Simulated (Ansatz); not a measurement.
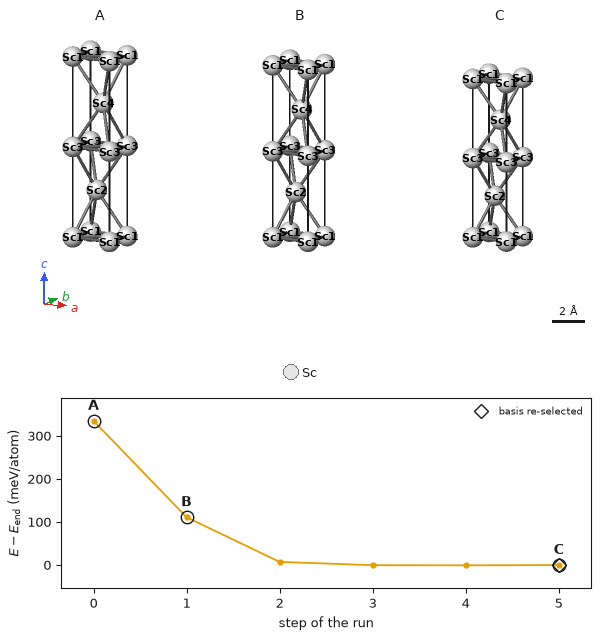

Frames of a relaxation of solid Sc (a generated structure, set up in P6_3/mmc) (coarse preliminary run), marked on the history of the run. A ball-and-stick model of the cell of the calculation, seen slightly off an axis.

Case: Al → Sc on all its sites, cell and atoms relaxed.

Level of theory: DFT PBE+D3(BJ), scalar-relativistic, plane waves, PAW (Ansatz). Settings: plane-wave cutoff 420 eV; k-point mesh 6 × 6 × 2; occupations gaussian; smearing width 0.1 eV; no spin polarisation; cell and atoms relaxed; force threshold 0.05 eV/Å; at most 60 steps.

Describe the path.

Answer. No atom moves by more than 0.005 Å relative to the cell. Cell: a = b 3.548 → 3.254 Å (−8.3 %), c 11.649 → 10.204 Å (−12.4 %). Volume −26.3 %. Among the contacts that change: Sc1–Sc2 3.561 → 3.168 Å, Sc1–Sc1 3.548 → 3.254 Å. The space group stays P6_3/mmc (No. 194). Over 4 accepted moves (5 points after the start) the energy falls by 335 meV per atom. All forces vanish by symmetry, so only the cell relaxes. Pressure: −10.22 GPa at the start and 0.04 GPa at the end. The SCF was repeated once at an unchanged geometry on a basis and grid sized afresh for the cell, which shifted the energy by 0.7 meV per atom at most. Cost: 5.1 s on 1 thread of AMD EPYC 9R45 96-Core Processor (Zen 5), with other jobs on the host, peak memory 0.45 GiB. From step 0 to 1: volume −12.6 %, energy −224 meV per atom. From step 1 to 5: volume −15.7 %, energy −111 meV per atom.

| step | E − E(0), meV/atom | pressure, GPa | volume, Å³/atom | note |
| --- | --- | --- | --- | --- |
| 0 | 0.00 | -10.22 | 31.751 |  |
| 1 | -223.91 | -7.13 | 27.748 |  |
| 2 | -327.66 | -2.01 | 24.374 |  |
| 3 | -335.26 | 0.43 | 23.244 |  |
| 4 | -335.65 | 0.07 | 23.392 |  |
| 5 | -334.95 | 0.04 | 23.392 | same geometry, new basis |
